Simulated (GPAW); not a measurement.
Consider wurtzite (GaN)1-x(AlN)x, x = 0.125.

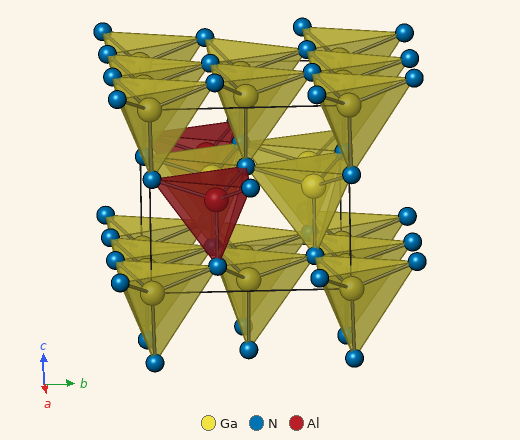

The structure (gallium yellow, nitrogen blue, aluminium red). Some periodic images of atoms are drawn too.

```cif
data_structure
_symmetry_space_group_name_H-M 'P 1'
_symmetry_Int_Tables_number 1
_cell_length_a 6.3587
_cell_length_b 5.5068
_cell_length_c 5.1596
_cell_angle_alpha 90.000
_cell_angle_beta 90.000
_cell_angle_gamma 90.000
_cell_volume 180.67
loop_
_atom_site_label
_atom_site_type_symbol
_atom_site_fract_x
_atom_site_fract_y
_atom_site_fract_z
_atom_site_occupancy
Ga1 Ga 0.99891 0.00405 0.99996 1
N2 N 0.99902 0.33344 0.13869 1
Al3 Al 0.99887 0.33228 0.50086 1
N4 N 0.99911 0.01191 0.62020 1
Ga5 Ga 0.24667 0.49820 0.00039 1
N6 N 0.24769 0.83260 0.12201 1
Ga7 Ga 0.24626 0.83140 0.50163 1
N8 N 0.23989 0.49323 0.62029 1
Ga9 Ga 0.49858 0.00011 0.00136 1
N10 N 0.49955 0.33516 0.12226 1
Ga11 Ga 0.49915 0.33407 0.50201 1
N12 N 0.49876 0.99736 0.62270 1
Ga13 Ga 0.75211 0.49930 0.00012 1
N14 N 0.74965 0.83344 0.12200 1
Ga15 Ga 0.75169 0.83224 0.50145 1
N16 N 0.75809 0.49402 0.61991 1
```

Absorber: atom 2, with 1 Al at 1.87 Å and 3 Ga at 1.95 Å (distorted tetrahedral). Method: GPAW, revPBE, excited-electron core hole (neutral cell), 16-atom cell with 5.2 Å between holes, 4×4×5 k points, dipole transitions, Gaussian full width 0.9 eV up to 4 eV, rising linearly to 3.5 eV at 25 eV.

**Question.** What does the N K edge look like?

Main maxima up to 24 eV above the zero (height): 5.4 eV (2.82), 8.2 eV (1.61) and 22.1 eV (1.05). A K edge sees empty p states on the absorber. The total-energy difference is 406.92 eV. One term is added: -7.82 eV, since the hole is spin-paired here and a spin-polarised one costs that much less in the free atom (computed apart). The photon energy is then 399.10 eV. The functional leaves an error of a few eV in such absolute values.

The N K spectrum (energy from the bottom of the conduction band, which holds the excited electron; intensity scaled to a mean of 1 over the first 20 eV):

```
E (eV)  isotropic  ε ∥ x  ε ∥ y  ε ∥ z
  -2.0       0.00   0.00   0.00   0.00
  -0.5       0.00   0.00   0.00   0.00
   1.0       0.10   0.11   0.09   0.11
   2.5       1.09   1.14   1.00   1.12
   4.0       1.91   2.24   2.27   1.22
   5.5       2.80   3.38   3.29   1.74
   7.0       1.40   1.38   1.39   1.43
   8.5       1.55   1.03   0.97   2.65
  10.0       1.02   1.03   1.05   0.98
  11.5       0.82   1.02   1.01   0.43
  13.0       0.44   0.44   0.43   0.46
  14.5       0.33   0.28   0.28   0.43
  16.0       0.46   0.42   0.43   0.52
  17.5       0.59   0.52   0.54   0.72
  19.0       0.79   0.76   0.75   0.86
  20.5       0.94   0.95   0.95   0.91
  22.0       1.05   1.02   1.02   1.12
  23.5       0.94   0.82   0.82   1.17
  25.0       0.78   0.66   0.68   0.99
```

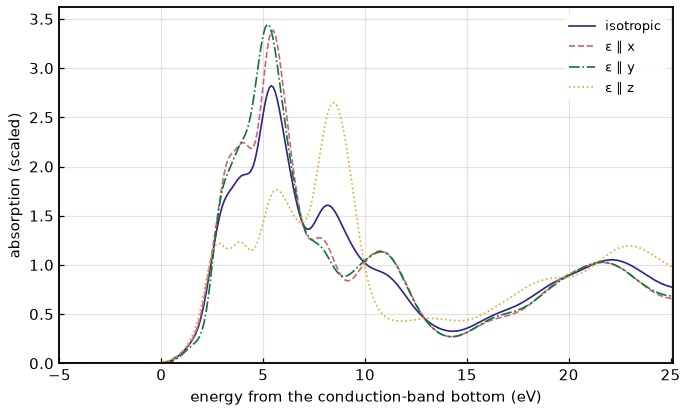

The N K edge.

The holes are only 5.2 Å apart, so the shape is probably not converged with cell size; no larger cell was run here. The mesh is coarse (0.29 Å⁻¹ between points), so small maxima may be mesh ripples.

[Banner, clock and machine lines of the logs are left out without a mark of their own.]

[Logs are printed without paths, hosts, clocks, repeated set-up lines and the standing remarks that a program may print on its own settings, such as how far it seeks lower states.]

[Hosts, paths, dates, database ids (printed as entryN), source tags and the programs' standing remarks are cut or masked in the printed files.]

[Lists of maxima count a maximum above −3 eV only where it reaches 4 % of the highest in the window and stands out from its surroundings by 2 % of it (1.5 % where it reaches 55 %); shoulders and weaker maxima are passed over, and of the rest the first, up to two pre-edge ones and the few strongest are named.]
